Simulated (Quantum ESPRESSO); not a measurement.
# Run report: MgS, relaxation of cell and atoms (part 2 of 4)

The same run, continued: MgS (2 atoms in the cell); Kohn-Sham DFT of a periodic cell, LDA, SSSP 1.3 efficiency PBE, no spin polarisation (Quantum ESPRESSO 7.5); cutoff 857.16 eV, 9×9×9 k-mesh, fermi-dirac of 0.05 eV. The structure derives from an entry of the Crystallography Open Database.

Geometry of the input (Å; fractional positions):
```
0.0000  2.6016  2.6016
2.6016  0.0000  2.6016
2.6016  2.6016  0.0000
S  0.5000  0.5000  0.5000
Mg 0.0000  0.0000  0.0000
```

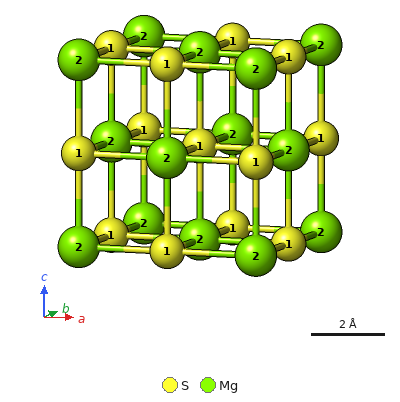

The input geometry (ball-and-stick view of the cell 4 times as large as that of the calculation, set on its symmetry axes, seen slightly off an axis; atoms are numbered from 1 in the order of the input). An atom can appear more than once, as a periodic image.

### Output, continued
```
     atom    1 type  1   force =    -0.00000000    0.00000000   -0.00000000
     atom    2 type  2   force =    -0.00000000   -0.00000000    0.00000000

     Total force =     0.000000     Total SCF correction =     0.000000

     Computing stress (Cartesian axis) and pressure

          total   stress  (Ry/bohr**3)                   (kbar)     P=      -26.96
  -0.00018325   0.00000000   0.00000000          -26.96        0.00        0.00
   0.00000000  -0.00018325   0.00000000            0.00      -26.96        0.00
   0.00000000   0.00000000  -0.00018325            0.00        0.00      -26.96

     BFGS Geometry Optimization
     Energy error            =      6.0E-04 Ry
     Gradient error          =      4.1E-32 Ry/Bohr
     Cell gradient error     =      2.7E+01 kbar

     number of scf cycles    =   1
     number of bfgs steps    =   0

     enthalpy           new  =     -56.1668638940 Ry

     new trust radius        =       0.0141252896 bohr
     new conv_thr            =       0.0000000004 Ry

     new unit-cell volume =    234.41786 a.u.^3 (    34.73714 Ang^3 )
     density =      2.69442 g/cm^3

CELL_PARAMETERS (bohr)
   0.000000000   4.893882855   4.893882855
   4.893882855   0.000000000   4.893882855
   4.893882855   4.893882855   0.000000000

ATOMIC_POSITIONS (bohr)
S                4.8938828549        4.8938828549        4.8938828549
Mg              -0.0000000000       -0.0000000000        0.0000000000

     NEW-OLD atomic charge density approx. for the potential
     New effective cutoffs (rho, wfc):  509.34   63.57

     Self-consistent Calculation

     iteration #  1     ecut=    63.00 Ry     beta= 0.50
     Davidson diagonalization with overlap
     ethr =  1.00E-06,  avg # of iterations =  3.2

     Threshold (ethr) on eigenvalues was too large:
     Diagonalizing with lowered threshold

     Davidson diagonalization with overlap
     ethr =  4.90E-08,  avg # of iterations =  2.0

     total energy              =     -56.16734827 Ry
     estimated scf accuracy    <       0.00000412 Ry

     iteration #  2     ecut=    63.00 Ry     beta= 0.50
     Davidson diagonalization with overlap
     ethr =  5.16E-08,  avg # of iterations =  1.0

     total energy              =     -56.16734832 Ry
     estimated scf accuracy    <       0.00000062 Ry

     iteration #  3     ecut=    63.00 Ry     beta= 0.50
     Davidson diagonalization with overlap
     ethr =  7.69E-09,  avg # of iterations =  2.8

     total energy              =     -56.16734838 Ry
     estimated scf accuracy    <       0.00000005 Ry

     iteration #  4     ecut=    63.00 Ry     beta= 0.50
     Davidson diagonalization with overlap
     ethr =  5.94E-10,  avg # of iterations =  4.9

     total energy              =     -56.16734847 Ry
     estimated scf accuracy    <          4.4E-10 Ry

     iteration #  5     ecut=    63.00 Ry     beta= 0.50
     Davidson diagonalization with overlap
     ethr =  5.53E-12,  avg # of iterations =  4.3

     End of self-consistent calculation

          k = 0.0000 0.0000 0.0000 (  1989 PWs)   bands (ev):

    -7.7686   5.0517   5.0517   5.0517   8.5928  12.8501  12.8501  12.8501
    15.2812

          k = 0.0789 0.0789-0.0789 (  2004 PWs)   bands (ev):

    -7.6438   4.1411   4.9682   4.9682   9.2989  12.5633  13.0665  13.0665
    14.6884

          k = 0.1579 0.1579-0.1579 (  2000 PWs)   bands (ev):

    -7.2967   2.5299   4.7748   4.7748   9.8538  12.8658  12.8658  12.9499
    14.8862

          k = 0.2368 0.2368-0.2368 (  2006 PWs)   bands (ev):

    -6.8273   1.0659   4.5803   4.5803   9.6417  12.1989  12.1989  14.3209
    16.4200

          k = 0.3157 0.3157-0.3157 (  2009 PWs)   bands (ev):

    -6.4541   0.1640   4.4650   4.4650   9.4267  11.8072  11.8072  15.0152
    16.9064

          k = 0.1579 0.0000-0.0000 (  2017 PWs)   bands (ev):

    -7.6027   4.1717   4.7757   4.7757   9.5908  12.0393  13.3957  13.3957
    13.6586

          k = 0.2368 0.0789-0.0789 (  2000 PWs)   bands (ev):

    -7.3306   2.9668   4.5165   4.5968  10.3040  11.7779  12.5318  13.6488
    14.3612

          k = 0.3157 0.1579-0.1579 (  1995 PWs)   bands (ev):

    -6.8992   1.5525   4.3097   4.3183  10.2138  11.7178  12.8862  13.0511
    15.7932

          k = 0.3946 0.2368-0.2368 (  1996 PWs)   bands (ev):

    -6.4799   0.4995   4.0069   4.2536  10.0017  11.2878  12.4279  14.5348
    16.5888

          k =-0.2368-0.3946 0.3946 (  1996 PWs)   bands (ev):

    -6.3423   0.1986   3.8150   4.3394  10.0029  11.2518  12.1117  15.3359
    17.0473

          k =-0.1579-0.3157 0.3157 (  2009 PWs)   bands (ev):

    -6.6037   0.7890   3.8032   4.5460  10.2078  11.6300  12.1800  14.3249
    16.1309

          k =-0.0789-0.2368 0.2368 (  2002 PWs)   bands (ev):

    -7.0540   1.9917   4.0065   4.7974  10.4750  12.3269  12.6571  12.7952
    14.4440

          k =-0.0000-0.1579 0.1579 (  2013 PWs)   bands (ev):

    -7.4449   3.3116   4.4546   4.9752  10.0685  12.1660  13.1733  13.3687
    13.5518

          k = 0.3157 0.0000-0.0000 (  2008 PWs)   bands (ev):

    -7.1466   2.7425   4.1885   4.1885  10.2103  10.7702  12.7742  14.7169
    14.7169

          k = 0.3946 0.0789-0.0789 (  2008 PWs)   bands (ev):

    -6.7941   1.8576   3.7900   3.9450   9.7352  10.7075  13.0680  14.5684
    15.9833

          k = 0.4736 0.1579-0.1579 (  2008 PWs)   bands (ev):

    -6.4020   1.0056   3.2020   3.8677   9.4890  11.4628  13.2919  13.8032
    17.3034

          k =-0.1579-0.4736 0.4736 (  2010 PWs)   bands (ev):

    -6.1869   0.6093   2.7206   3.9773   9.6235  11.9259  13.1966  14.2372
    17.3344

          k =-0.0789-0.3946 0.3946 (  1997 PWs)   bands (ev):

    -6.3096   0.8556   2.5755   4.2422  10.1509  12.0952  12.8529  13.9841
    16.3628

          k =-0.0000-0.3157 0.3157 (  2003 PWs)   bands (ev):

    -6.6730   1.4496   3.0044   4.5691  10.9276  12.2421  12.5045  12.7217
    14.9036

          k = 0.4736 0.0000-0.0000 (  2016 PWs)   bands (ev):

    -6.5432   1.5279   3.6461   3.6461   8.7300   9.8080  14.7002  16.3321
    16.3321

          k = 0.5525 0.0789-0.0789 (  2005 PWs)   bands (ev):

    -6.2432   1.0862   3.0893   3.5216   8.4616  10.0032  15.0501  15.6628
    17.5656

          k =-0.0789-0.5525 0.5525 (  2020 PWs)   bands (ev):

    -6.0477   1.0259   2.1492   3.6036   8.6983  11.2468  14.7163  14.8715
    17.3391

          k =-0.0000-0.4736 0.4736 (  2015 PWs)   bands (ev):

    -6.0786   1.2762   1.5972   3.8716   9.2764  12.6725  13.7902  14.2063
    16.6229

          k = 0.6314 0.0000-0.0000 (  2012 PWs)   bands (ev):

    -6.0764   0.7996   3.3397   3.3397   7.7385   9.3087  16.6394  17.9106
    17.9109

          k =-0.0000-0.6314 0.6314 (  2014 PWs)   bands (ev):

    -5.9969   0.8022   2.8108   3.3694   7.9857   9.7657  16.3126  16.4486
    17.8387

          k = 0.3157 0.1579 0.0000 (  1998 PWs)   bands (ev):

    -7.0156   2.1957   3.7894   4.5036  10.7898  11.4398  11.9864  13.9865
    14.6223

          k = 0.3946 0.2368-0.0789 (  2007 PWs)   bands (ev):

    -6.5985   1.2449   3.2776   4.2409  10.6395  11.3262  12.4887  13.6477
    15.9492

          k =-0.2368-0.3946 0.5525 (  2007 PWs)   bands (ev):

    -6.2768   0.5661   3.0764   4.0162  10.5556  10.8748  13.0305  14.3267
    17.2264

          k = 0.4736 0.1579 0.0000 (  2014 PWs)   bands (ev):

    -6.4612   1.3662   3.1892   3.6841   9.4544  10.6492  13.2503  15.2745
    16.3907

          k =-0.1579-0.4736 0.6314 (  2007 PWs)   bands (ev):

    -6.1629   1.0299   2.5342   3.4424   9.5711  11.5173  12.9788  14.9103
    17.4071

          k =-0.0789-0.3946 0.5525 (  2005 PWs)   bands (ev):

    -6.0784   1.0193   2.0748   3.5339   9.8995  11.9785  13.6434  13.8944
    17.0567

          k = 0.0000-0.3157 0.4736 (  2005 PWs)   bands (ev):

    -6.2667   1.1290   2.3248   3.8722  10.4413  11.8339  12.5289  14.2277
    16.5785

          k =-0.0789-0.5525 0.7104 (  2008 PWs)   bands (ev):

    -6.0473   0.9535   2.8543   3.0565   8.5805  10.2137  14.8294  16.0527
    18.0761

          k =-0.0000-0.4736 0.6314 (  2010 PWs)   bands (ev):

    -5.9815   1.2043   1.9876   3.1319   9.1837  11.4149  14.0797  14.7219
    17.9315

          k =-0.0789-0.3946 0.7104 (  2004 PWs)   bands (ev):

    -5.9964   1.3672   1.9532   2.8387  10.0953  12.3059  12.5744  14.0528
    18.5429

     the Fermi energy is     6.2407 ev

!    total energy              =     -56.16734847 Ry
     estimated scf accuracy    <          5.4E-11 Ry
     smearing contrib. (-TS)   =      -0.00000000 Ry
     internal energy E=F+TS    =     -56.16734847 Ry

     The total energy is F=E-TS. E is the sum of the following terms:
     one-electron contribution =       1.91900066 Ry
     hartree contribution      =       3.04674058 Ry
     xc contribution           =     -10.07661236 Ry
     ewald contribution        =     -21.40918351 Ry
     one-center paw contrib.   =     -29.64729385 Ry

     convergence has been achieved in   5 iterations

     Forces acting on atoms (cartesian axes, Ry/au):

     atom    1 type  1   force =    -0.00000000   -0.00000000   -0.00000000
     atom    2 type  2   force =     0.00000000    0.00000000   -0.00000000

     Total force =     0.000000     Total SCF correction =     0.000000

     Computing stress (Cartesian axis) and pressure

          total   stress  (Ry/bohr**3)                   (kbar)     P=      -16.76
  -0.00011391  -0.00000000  -0.00000000          -16.76       -0.00       -0.00
   0.00000000  -0.00011391  -0.00000000            0.00      -16.76       -0.00
  -0.00000000  -0.00000000  -0.00011391           -0.00       -0.00      -16.76

     Energy error            =      4.8E-04 Ry
     Gradient error          =      2.8E-31 Ry/Bohr
     Cell gradient error     =      1.7E+01 kbar

     number of scf cycles    =   2
     number of bfgs steps    =   1

     enthalpy           old  =     -56.1668638940 Ry
     enthalpy           new  =     -56.1673484719 Ry

     CASE: enthalpy          _new < enthalpy          _old

     new trust radius        =       0.0211393454 bohr
     new conv_thr            =            4.0E-12 Ry

     new unit-cell volume =    229.59643 a.u.^3 (    34.02268 Ang^3 )
     density =      2.75100 g/cm^3

CELL_PARAMETERS (bohr)
   0.000000000   4.860098179   4.860098179
   4.860098179   0.000000000   4.860098179
   4.860098179   4.860098179  -0.000000000

ATOMIC_POSITIONS (bohr)
S                4.8600981790        4.8600981790        4.8600981790
Mg               0.0000000000        0.0000000000       -0.0000000000

     NEW-OLD atomic charge density approx. for the potential
     New effective cutoffs (rho, wfc):  516.45   64.46

     Self-consistent Calculation

     iteration #  1     ecut=    63.00 Ry     beta= 0.50
     Davidson diagonalization with overlap
     ethr =  1.00E-06,  avg # of iterations =  4.2

     total energy              =     -56.16762795 Ry
     estimated scf accuracy    <       0.00000833 Ry

     iteration #  2     ecut=    63.00 Ry     beta= 0.50
     Davidson diagonalization with overlap
     ethr =  1.04E-07,  avg # of iterations =  1.9

     total energy              =     -56.16762835 Ry
     estimated scf accuracy    <       0.00000137 Ry

     iteration #  3     ecut=    63.00 Ry     beta= 0.50
     Davidson diagonalization with overlap
     ethr =  1.71E-08,  avg # of iterations =  3.9

     total energy              =     -56.16762864 Ry
     estimated scf accuracy    <       0.00000006 Ry

     iteration #  4     ecut=    63.00 Ry     beta= 0.50
     Davidson diagonalization with overlap
     ethr =  7.32E-10,  avg # of iterations =  5.1

     total energy              =     -56.16762880 Ry
     estimated scf accuracy    <          7.9E-10 Ry

     iteration #  5     ecut=    63.00 Ry     beta= 0.50
     Davidson diagonalization with overlap
     ethr =  9.91E-12,  avg # of iterations =  4.6

     total energy              =     -56.16762880 Ry
     estimated scf accuracy    <          1.5E-10 Ry

     iteration #  6     ecut=    63.00 Ry     beta= 0.50
     Davidson diagonalization with overlap
     ethr =  1.83E-12,  avg # of iterations =  2.7

     total energy              =     -56.16762880 Ry
     estimated scf accuracy    <          5.7E-12 Ry

     iteration #  7     ecut=    63.00 Ry     beta= 0.50
     Davidson diagonalization with overlap
     ethr =  1.00E-13,  avg # of iterations =  4.5

     End of self-consistent calculation

          k = 0.0000 0.0000 0.0000 (  1989 PWs)   bands (ev):

    -7.6729   5.2715   5.2715   5.2715   8.9790  13.0545  13.0545  13.0545
    15.5213

          k = 0.0795 0.0795-0.0795 (  2004 PWs)   bands (ev):

    -7.5440   4.3508   5.1842   5.1842   9.6772  12.7815  13.2789  13.2789
    14.9433

          k = 0.1590 0.1590-0.1590 (  2000 PWs)   bands (ev):

    -7.1847   2.7068   4.9826   4.9826  10.1661  13.1035  13.1035  13.2618
    15.1381

          k = 0.2384 0.2384-0.2384 (  2006 PWs)   bands (ev):

    -6.6964   1.2046   4.7804   4.7804   9.9053  12.4416  12.4416  14.7340
    16.6885

          k = 0.3179 0.3179-0.3179 (  2009 PWs)   bands (ev):

    -6.3054   0.2743   4.6607   4.6607   9.6770  12.0493  12.0493  15.4611
    17.2382

          k = 0.1590 0.0000-0.0000 (  2017 PWs)   bands (ev):

    -7.5015   4.3866   4.9858   4.9858   9.9758  12.2323  13.6206  13.6206
    13.9230

          k = 0.2384 0.0795-0.0795 (  2000 PWs)   bands (ev):

    -7.2199   3.1560   4.7179   4.8003  10.6549  11.9978  12.7918  13.8955
    14.6298

          k = 0.3179 0.1590-0.1590 (  1995 PWs)   bands (ev):

    -6.7717   1.7046   4.5023   4.5127  10.4898  11.9784  13.1815  13.3046
    16.1289

          k = 0.3974 0.2384-0.2384 (  1996 PWs)   bands (ev):

    -6.3332   0.6189   4.1906   4.4447  10.2599  11.5469  12.6798  14.8860
    16.9569

          k =-0.2384-0.3974 0.3974 (  1996 PWs)   bands (ev):

    -6.1884   0.3073   3.9942   4.5317  10.2597  11.5108  12.3622  15.7560
    17.3664

          k =-0.1590-0.3179 0.3179 (  2009 PWs)   bands (ev):

    -6.4630   0.9182   3.9827   4.7439  10.4741  11.8893  12.4309  14.7016
    16.3934

          k =-0.0795-0.2384 0.2384 (  2002 PWs)   bands (ev):

    -6.9328   2.1569   4.1917   5.0040  10.7797  12.5737  12.9098  13.1139
    14.6803

          k =-0.0000-0.1590 0.1590 (  2013 PWs)   bands (ev):

    -7.3383   3.5089   4.6532   5.1896  10.4410  12.3803  13.4328  13.5802
    13.8142

          k = 0.3179 0.0000-0.0000 (  2008 PWs)   bands (ev):

    -7.0292   2.9279   4.3812   4.3812  10.5304  10.9456  13.1149  14.9907
    14.9907

          k = 0.3974 0.0795-0.0795 (  2008 PWs)   bands (ev):

    -6.6627   2.0174   3.9698   4.1309  10.0110  10.9037  13.4098  14.8472
    16.3256

          k = 0.4769 0.1590-0.1590 (  2008 PWs)   bands (ev):

    -6.2526   1.1365   3.3657   4.0505   9.7411  11.7114  13.6052  14.0784
    17.7219

          k =-0.1590-0.4769 0.4769 (  2010 PWs)   bands (ev):

    -6.0261   0.7241   2.8739   4.1615   9.8687  12.2199  13.4698  14.5443
    17.7379

          k =-0.0795-0.3974 0.3974 (  1997 PWs)   bands (ev):

    -6.1553   0.9814   2.7243   4.4320  10.3967  12.4052  13.1263  14.3185
    16.6197

          k =-0.0000-0.3179 0.3179 (  2003 PWs)   bands (ev):

    -6.5359   1.6005   3.1608   4.7677  11.1835  12.6162  12.7547  12.9934
    15.1359

          k = 0.4769-0.0000 0.0000 (  2016 PWs)   bands (ev):

    -6.4011   1.6732   3.8253   3.8253   9.0030   9.9700  15.0998  16.6652
    16.6652

          k = 0.5563 0.0795-0.0795 (  2005 PWs)   bands (ev):

    -6.0867   1.2128   3.2533   3.6975   8.7259  10.1816  15.4204  15.9675
    17.9758

          k =-0.0795-0.5563 0.5563 (  2020 PWs)   bands (ev):

    -5.8805   1.1436   2.2922   3.7803   8.9467  11.4784  15.0172  15.2104
    17.7567

          k =-0.0000-0.4769 0.4769 (  2015 PWs)   bands (ev):

    -5.9127   1.4067   1.7220   4.0533   9.5199  12.9769  14.0836  14.5108
    16.9937

          k = 0.6358 0.0000-0.0000 (  2012 PWs)   bands (ev):

    -5.9113   0.9122   3.5121   3.5121   8.0018   9.4638  17.0623  18.3139
    18.3150

          k =-0.0000-0.6358 0.6358 (  2014 PWs)   bands (ev):

    -5.8274   0.9115   2.9705   3.5420   8.2468   9.9396  16.6322  16.8385
    18.2671

          k = 0.3179 0.1590 0.0000 (  1998 PWs)   bands (ev):

    -6.8931   2.3675   3.9681   4.7028  11.1242  11.6416  12.2676  14.2863
    14.8781

          k = 0.3974 0.2384-0.0795 (  2007 PWs)   bands (ev):

    -6.4582   1.3869   3.4430   4.4313  10.9159  11.5890  12.7539  13.9543
    16.2549

          k =-0.2384-0.3974 0.5563 (  2007 PWs)   bands (ev):

    -6.1204   0.6826   3.2377   4.2007  10.8208  11.1378  13.3056  14.6525
    17.5687

          k = 0.4769 0.1590 0.0000 (  2014 PWs)   bands (ev):

    -6.3151   1.5080   3.3530   3.8624   9.7366  10.8368  13.5651  15.6180
    16.7127

          k =-0.1590-0.4769 0.6358 (  2007 PWs)   bands (ev):

    -6.0017   1.1545   2.6817   3.6152   9.8414  11.7503  13.2664  15.2402
    17.7702

          k =-0.0795-0.3974 0.5563 (  2005 PWs)   bands (ev):
```
